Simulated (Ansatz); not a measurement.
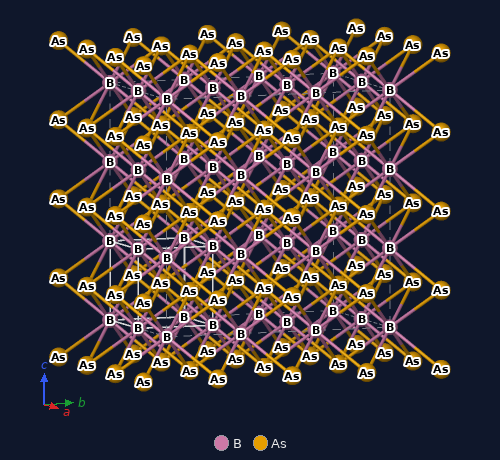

BAs (space group Pm-3m, No. 221): the input geometry of an electronic-structure calculation (not necessarily at equilibrium); the starting structure was generated, so it need not be a known form of this composition.

Bonds are taken as As–B below 2.8 Å; no other contact counts. Atoms with one bond or none are removed and atoms with two bonds are replaced by edges, until no such atom is left.

> What kind of net remains, and which atoms are its nodes?

A uninodal 8-connected, three-periodic net: B and As are 8-connected nodes.

> Does the net have a name?

It is the bcu net, known from CsCl and the body-centred cubic metals.

> Is the net interpenetrated?

It is a single net, without interpenetration.

> How many nodes does the smallest cycle have?

Four.
